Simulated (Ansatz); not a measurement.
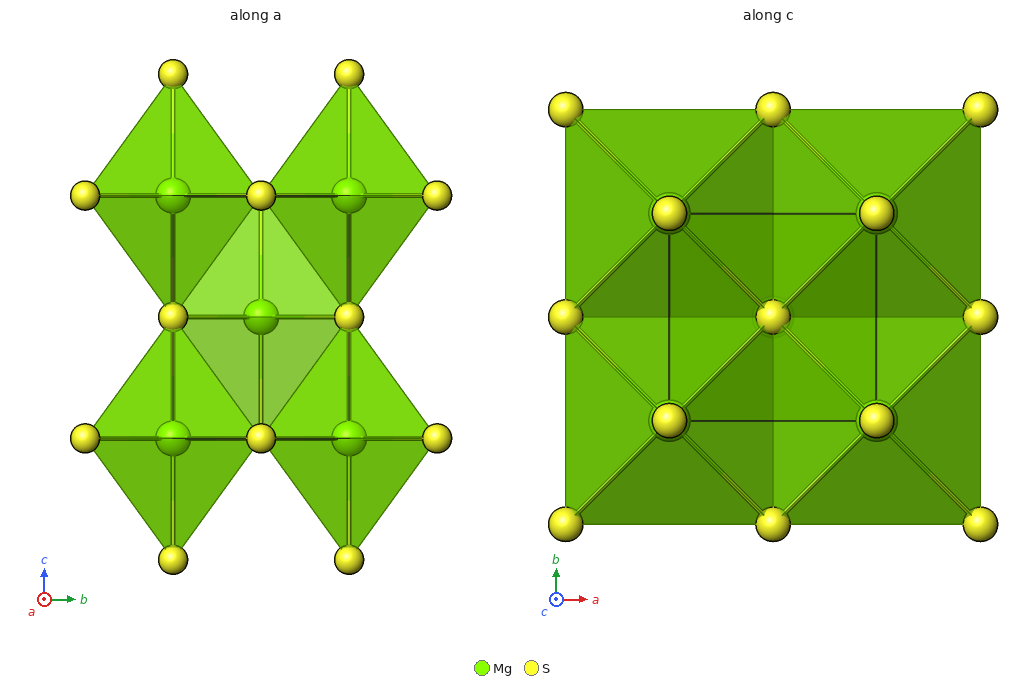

Drawn in the polyhedral manner and seen along the a axis and along the c axis. The edges of the conventional unit cell are marked. Some atoms of the next cells are drawn as well.

MgS, space group I4/mmm (No. 139), a = 3.68 Å, b = 3.68 Å, c = 5.08 Å, α = 90.00°, β = 90.00°, γ = 90.00°.

Computed with Ansatz, DFT PBEsol, scalar-relativistic, plane waves, PAW. Settings: a kinetic-energy cutoff of 420 eV, k-points about 0.28 Å⁻¹ apart, Gaussian smearing of 0.02 eV, no spin polarisation.

Question: What is the electronic character?

Answer: A semiconductor at this level, with a gap of 2.63 eV on the k-mesh (the true edges may lie between mesh points, so the gap can be somewhat smaller).

The initial geometry was a structure listed in the Materials Project. It was relaxed with Ansatz 0.2.0, DFT PBEsol, scalar-relativistic, plane waves, PAW under a constraint or pressure on the cell, so some stress remains.
